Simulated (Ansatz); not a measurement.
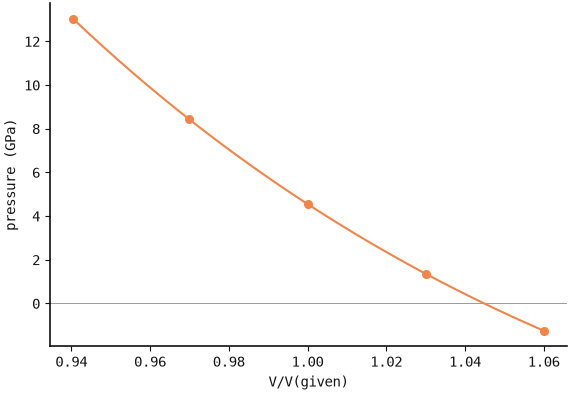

Calculation (Ansatz 0.2.0): periodic Kohn-Sham DFT of a crystal at fixed atoms, scaled to the stated factor times the given cell; pressure positive in compression. Level: PBE.

- method: frozen-core PAW
- relativity: scalar
- k mesh: 15×15×15
- occupations: Fermi–Dirac
- smearing width: 0.03 eV
- wave cutoff: 420 eV
- PAW set: soft_2

Structure:
```
Ag
1.0
     0.00000    2.04310    2.04310
     2.04310    0.00000    2.04310
     2.04310    2.04310    0.00000
Ag
1
Direct
  0.00000 0.00000 0.00000
```

Pressure against V/V(given) for Ag, space group Fm-3m (No. 225).

V(given) is 17.06 Å³/atom.

The pressure falls from 13.0 GPa at V/V(given) 0.941 to −1.2 GPa at 1.060, and changes sign near 1.046. The volume at zero pressure from a fit of the pressures is 17.8 Å³/atom. The bulk modulus from that fit is 89.9 GPa.
